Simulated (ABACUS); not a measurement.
Run report: GaP, geometry relaxation (part 2 of 2)

Continued. System: GaP (F-43m, 2 atoms in the cell). Method: Kohn-Sham DFT of a periodic cell, TM, SG15 ONCV 1.2 PBE, no spin polarisation (ABACUS 3.10.1); cutoff 1278.93 eV, 5×5×5 k-mesh, fermi-dirac of 0.05 eV. The structure derives from an entry of the Crystallography Open Database.

Geometry of the input (Å; fractional positions):
```
-2.7252  0.0000  2.7252
0.0000  2.7252  2.7252
-2.7252  2.7252  0.0000
Ga 0.0000  0.0000  0.0000
P  0.2500  0.2500  0.2500
```

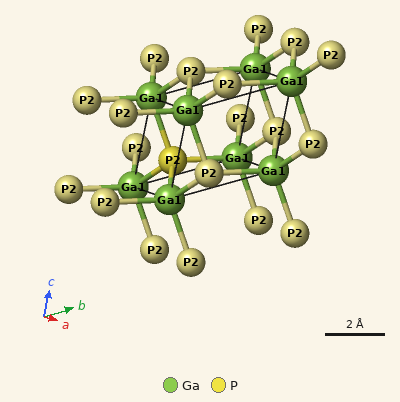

The geometry at step 1 of the log (ball-and-stick view of the cell of the calculation, seen slightly off an axis; neighbours outside the cell are drawn fainter; atoms are numbered from 1 in the order of the input).

Log, continued:
```
 Density error is 2.48645770883e-06
                          Error Threshold = 3.06969920236e-07
----------------------------------------------------------
     Energy           Rydberg                 eV
----------------------------------------------------------
 E_KohnSham     -144.1897377029      -1961.8020258844
 E_Harris       -144.1972823453      -1961.9046760107
 E_Fermi        0.6151869303         8.3700475873
----------------------------------------------------------

 PW ALGORITHM --------------- ION=   1  ELEC=   6--------------------------------

 Density error is 3.23991315174e-07
                          Error Threshold = 1.38136539379e-08
----------------------------------------------------------
     Energy           Rydberg                 eV
----------------------------------------------------------
 E_KohnSham     -144.1897390388      -1961.8020440609
 E_Harris       -144.1916355929      -1961.8278480035
 E_Fermi        0.6152465994         8.3708594271
----------------------------------------------------------

 PW ALGORITHM --------------- ION=   1  ELEC=   7--------------------------------

 Density error is 2.39474659605e-08
                          Error Threshold = 1.79995175097e-09
----------------------------------------------------------
     Energy           Rydberg                 eV
----------------------------------------------------------
 E_KohnSham     -144.1897391360      -1961.8020453827
 E_Harris       -144.1888340514      -1961.7897310748
 E_Fermi        0.6152709998         8.3711914117
----------------------------------------------------------

 PW ALGORITHM --------------- ION=   1  ELEC=   8--------------------------------

 Density error is 3.78288676945e-10
                          Error Threshold = 1.33041477558e-10
----------------------------------------------------------
     Energy           Rydberg                 eV
----------------------------------------------------------
 E_KohnSham     -144.1897391411      -1961.8020454522
 E_KS(sigma->0) -144.1897391403      -1961.8020454424
 E_Harris       -144.1899033865      -1961.8042801260
 E_band         -3.4267765018        -46.6236861972
 E_one_elec     -77.3503891406       -1052.4060348289
 E_Hartree      50.7070735985        689.9051298443
 E_xc           -21.0687997110       -286.6557260905
 E_Ewald        -96.4776238865       -1312.6454143575
 E_entropy(-TS) -0.0000000014        -0.0000000197
 E_descf        0.0000000000         0.0000000000
 E_exx          0.0000000000         0.0000000000
 E_Fermi        0.6152674344         8.3711429013
----------------------------------------------------------

 charge density convergence is achieved
 final etot is -1961.8020455 eV
 EFERMI = 8.3711429013 eV

 STATE ENERGY(eV) AND OCCUPATIONS    NSPIN == 1
[... levels at 3 further k points ...]

------------------------------------------------------------------------------------------
 TOTAL-FORCE (eV/Angstrom)
------------------------------------------------------------------------------------------
                       Ga1         0.0000000000         0.0000000000         0.0000000000
                        P1         0.0000000000         0.0000000000         0.0000000000
------------------------------------------------------------------------------------------

----------------------------------------------------------------
 TOTAL-STRESS (KBAR)
----------------------------------------------------------------
       -11.8903728845         0.0000000000         0.0000000000
         0.0000000000       -11.8903728845         0.0000000000
         0.0000000000         0.0000000000       -11.8903728845
----------------------------------------------------------------
 TOTAL-PRESSURE: -11.890373 KBAR

 Largest gradient in force is 0.000000 eV/A.
 Threshold is 0.005000 eV/A.

 Largest gradient in stress is 11.890373 kbar.
 Threshold is 0.500000 kbar.

 Relaxation is not converged yet!
DIRECT COORDINATES
    atom                   x                   y                   z     mag                  vx                  vy                  vz
taud_Ga1            0.0000000000        0.0000000000        0.0000000000  0.0000        0.0000000000        0.0000000000        0.0000000000
taud_P1            0.2500000000        0.2500000000        0.2500000000  0.0000        0.0000000000        0.0000000000        0.0000000000

                          Volume (Bohr^3) = 267.068884
                             Volume (A^3) = 39.575478

 Lattice vectors: (Cartesian coordinate: in unit of a_0)
            -0.496245           +0.000000           +0.496245
            +0.000000           +0.496245           +0.496245
            -0.496245           +0.496245           +0.000000
 Reciprocal vectors: (Cartesian coordinate: in unit of 2 pi/a_0)
            -1.007567           -1.007567           +1.007567
            +1.007567           +1.007567           +1.007567
            -1.007567           +1.007567           -1.007567

 -------------------------------------------
 STEP OF RELAXATION : 2
 -------------------------------------------

[... set-up of the moved cell ...]

 PW ALGORITHM --------------- ION=   2  ELEC=   1--------------------------------
 Notice: Threshold on eigenvalues was too large.
 hsover_error=0.180000 > DRHO=0.000236
 Origin diag ethr = 0.010000
 New diag ethr = 0.000001

 Density error is 0.000026233275
                          Error Threshold = 0.000001308616
----------------------------------------------------------
     Energy           Rydberg                 eV
----------------------------------------------------------
 E_KohnSham     -144.1896121616      -1961.8003178076
 E_Harris       -144.1657239427      -1961.4753019151
 E_Fermi        0.6370215337         8.6671226074
----------------------------------------------------------

[... 3 further cycles ...]
 PW ALGORITHM --------------- ION=   2  ELEC=   5--------------------------------

 Density error is 0.000000001047
                          Error Threshold = 0.000000000361
----------------------------------------------------------
     Energy           Rydberg                 eV
----------------------------------------------------------
 E_KohnSham     -144.1898527599      -1961.8035913161
 E_KS(sigma->0) -144.1898527589      -1961.8035913019
 E_Harris       -144.1897809776      -1961.8026146668
 E_band         -3.1004911004        -42.1843455641
 E_one_elec     -76.1996304732       -1036.7491599303
 E_Hartree      50.3105435546        684.5100618200
 E_xc           -21.0930550458       -286.9857368502
 E_Ewald        -97.2077107935       -1322.5787563273
 E_entropy(-TS) -0.0000000021        -0.0000000283
 E_descf        0.0000000000         0.0000000000
 E_exx          0.0000000000         0.0000000000
 E_Fermi        0.6360358286         8.6537114013
----------------------------------------------------------

 charge density convergence is achieved
 final etot is -1961.80359131610 eV
 EFERMI = 8.65371140132 eV

 STATE ENERGY(eV) AND OCCUPATIONS    NSPIN == 1
[... levels at 3 further k points ...]

------------------------------------------------------------------------------------------
 TOTAL-FORCE (eV/Angstrom)
------------------------------------------------------------------------------------------
                       Ga1         0.0000000000         0.0000000000         0.0000000000
                        P1         0.0000000000         0.0000000000         0.0000000000
------------------------------------------------------------------------------------------

----------------------------------------------------------------
 TOTAL-STRESS (KBAR)
----------------------------------------------------------------
         6.7089326503        -0.0000000000         0.0000000000
         0.0000000000         6.7089326503         0.0000000000
         0.0000000000         0.0000000000         6.7089326503
----------------------------------------------------------------
 TOTAL-PRESSURE: 6.708933 KBAR

 Largest gradient in force is 0.000000 eV/A.
 Threshold is 0.005000 eV/A.

 Largest gradient in stress is 6.708933 kbar.
 Threshold is 0.500000 kbar.

 Relaxation is not converged yet!
DIRECT COORDINATES
    atom                   x                   y                   z     mag                  vx                  vy                  vz
taud_Ga1            0.0000000000        0.0000000000        0.0000000000  0.0000        0.0000000000        0.0000000000        0.0000000000
taud_P1            0.2500000000        0.2500000000        0.2500000000  0.0000        0.0000000000        0.0000000000        0.0000000000

                          Volume (Bohr^3) = 269.207706
                             Volume (A^3) = 39.892419

 Lattice vectors: (Cartesian coordinate: in unit of a_0)
            -0.497566           +0.000000           +0.497566
            +0.000000           +0.497566           +0.497566
            -0.497566           +0.497566           +0.000000
 Reciprocal vectors: (Cartesian coordinate: in unit of 2 pi/a_0)
            -1.004892           -1.004892           +1.004892
            +1.004892           +1.004892           +1.004892
            -1.004892           +1.004892           -1.004892

 -------------------------------------------
 STEP OF RELAXATION : 3
 -------------------------------------------

[... set-up of the moved cell ...]

 PW ALGORITHM --------------- ION=   3  ELEC=   1--------------------------------
 Notice: Threshold on eigenvalues was too large.
 hsover_error=0.180000 > DRHO=0.000061
 Origin diag ethr = 0.010000
 New diag ethr = 0.000000

 Density error is 0.000025442046
                          Error Threshold = 0.000000340746
----------------------------------------------------------
     Energy           Rydberg                 eV
----------------------------------------------------------
 E_KohnSham     -144.1898684991      -1961.8038054583
 E_Harris       -144.2137721313      -1962.1290310593
 E_Fermi        0.6288434900         8.5558546138
----------------------------------------------------------

[... 3 further cycles ...]
 PW ALGORITHM --------------- ION=   3  ELEC=   5--------------------------------

 Density error is 0.000000000890
                          Error Threshold = 0.000000000073
----------------------------------------------------------
     Energy           Rydberg                 eV
----------------------------------------------------------
 E_KohnSham     -144.1899015646      -1961.8042553376
 E_KS(sigma->0) -144.1899015637      -1961.8042553252
 E_Harris       -144.1896202107      -1961.8004273216
 E_band         -3.2163039188        -43.7600597956
 E_one_elec     -76.6065197703       -1042.2851728254
 E_Hartree      50.4506909124        686.4168644459
 E_xc           -21.0844812112       -286.8690838463
 E_Ewald        -96.9495914937       -1319.0668630870
 E_entropy(-TS) -0.0000000018        -0.0000000248
 E_descf        0.0000000000         0.0000000000
 E_exx          0.0000000000         0.0000000000
 E_Fermi        0.6286483684         8.5531998481
----------------------------------------------------------

 charge density convergence is achieved
 final etot is -1961.80425533757 eV
 EFERMI = 8.55319984812 eV

 STATE ENERGY(eV) AND OCCUPATIONS    NSPIN == 1
 1/3 kpoint (Cartesian) = 0.00000 0.00000 0.00000 (4279 pws)
       1      -6.538468       0.016000
       2      -6.538468       0.016000
       3      -6.538468       0.016000
       4      -6.436120       0.016000
       5      -6.436120       0.016000
       6      -4.824945       0.016000
       7       7.805081       0.016000
       8       7.805081       0.016000
       9       7.805081       0.016000
      10       9.931854       0.000000
      11      11.766286       0.000000
      12      11.766286       0.000000
      13      11.766286       0.000000

 2/3 kpoint (Cartesian) = -0.20098 0.20098 0.20098 (4197 pws)
       1      -6.578041       0.128000
       2      -6.526458       0.128000
       3      -6.526458       0.128000
       4      -6.435203       0.128000
       5      -6.435203       0.128000
       6      -4.301544       0.128000
       7       4.817563       0.128000
       8       7.305695       0.128000
       9       7.305695       0.128000
      10      10.300433       0.000000
      11      12.469682       0.000000
      12      12.469682       0.000000
      13      13.420496       0.000000

 3/3 kpoint (Cartesian) = -0.40196 0.40196 0.40196 (4209 pws)
       1      -6.630380       0.128000
       2      -6.512944       0.128000
       3      -6.512944       0.128000
       4      -6.428655       0.128000
       5      -6.428655       0.128000
       6      -3.048719       0.128000
       7       1.695568       0.128000
       8       6.742916       0.128000
       9       6.742916       0.128000
      10       9.704334       0.000000
      11      12.613376       0.000000
      12      12.613376       0.000000
      13      15.680234       0.000000

------------------------------------------------------------------------------------------
 TOTAL-FORCE (eV/Angstrom)
------------------------------------------------------------------------------------------
                       Ga1         0.0000000000         0.0000000000         0.0000000000
                        P1         0.0000000000         0.0000000000         0.0000000000
------------------------------------------------------------------------------------------

----------------------------------------------------------------
 TOTAL-STRESS (KBAR)
----------------------------------------------------------------
         0.0427623594         0.0000000000         0.0000000000
        -0.0000000000         0.0427623594        -0.0000000000
         0.0000000000         0.0000000000         0.0427623594
----------------------------------------------------------------
 TOTAL-PRESSURE: 0.042762 KBAR

 Largest gradient in force is 0.000000 eV/A.
 Threshold is 0.005000 eV/A.

 Largest gradient in stress is 0.042762 kbar.
 Threshold is 0.500000 kbar.

 Relaxation is converged!

 --------------------------------------------
 !FINAL_ETOT_IS -1961.8042553375669286 eV
 --------------------------------------------
```

Trajectory as extended XYZ (Å, eV, eV/Å), 3 frames, from step=0 to step=2:
```
2
Lattice="-2.7252 0.0000 2.7252 0.0000 2.7252 2.7252 -2.7252 2.7252 0.0000" Properties=species:S:1:pos:R:3:forces:R:3 step=0 energy=-1961.80205 pressure_GPa=-1.19
Ga    0.0000    0.0000    0.0000    0.0000   0.0000   0.0000
P    -1.3626    1.3626    1.3626    0.0000   0.0000   0.0000
2
Lattice="-2.7048 0.0000 2.7048 0.0000 2.7048 2.7048 -2.7048 2.7048 0.0000" Properties=species:S:1:pos:R:3:forces:R:3 step=1 energy=-1961.80359 pressure_GPa=0.67
Ga    0.0000    0.0000    0.0000    0.0000   0.0000   0.0000
P    -1.3524    1.3524    1.3524    0.0000   0.0000   0.0000
2
Lattice="-2.7120 0.0000 2.7120 0.0000 2.7120 2.7120 -2.7120 2.7120 0.0000" Properties=species:S:1:pos:R:3:forces:R:3 step=2 energy=-1961.80426 pressure_GPa=0.00
Ga    0.0000    0.0000    0.0000    0.0000   0.0000   0.0000
P    -1.3560    1.3560    1.3560    0.0000   0.0000   0.0000
```

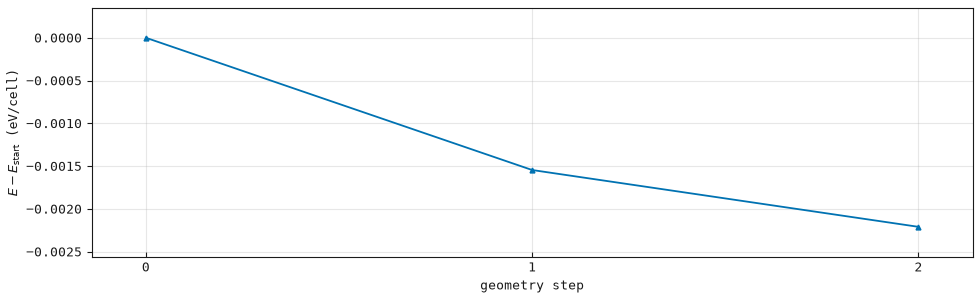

Progress of the relaxation, step by step (steps are counted from 0). No atom moves by more than 0.005 Å relative to the cell. Cell: a = b = c 5.450 → 5.424 Å (−0.5 %). Volume −1.5 %. Among the contacts that change: Ga1–P2 2.360 → 2.349 Å. The space group stays F-43m (No. 216). The energy falls by 2.2 meV per cell of the calculation in 2 geometry steps. All forces vanish by symmetry, so only the cell relaxes. The pressure goes from −1.19 to 0.00 GPa. (Atoms are counted from 1 in the order of the input.)

Key numbers:

```tsv
quantity	value
outcome	converged
space group (tolerance 0.01 Å)	F-43m (216)
electrons treated	18
free energy	−1961.8043 eV
Fermi energy	8.553 eV
gap on the k-point mesh	1.53 eV
pressure	0.00 GPa
final volume	39.89 Å³
largest force (length of the vector) at the end	under 0.001 eV/Å
final cell	a = 3.835 Å, b = 3.835 Å, c = 3.835 Å, α = 60.00°, β = 60.00°, γ = 60.00°
wall time	29 s (CPU time 1.9 min)
peak memory	0.44 GiB
```
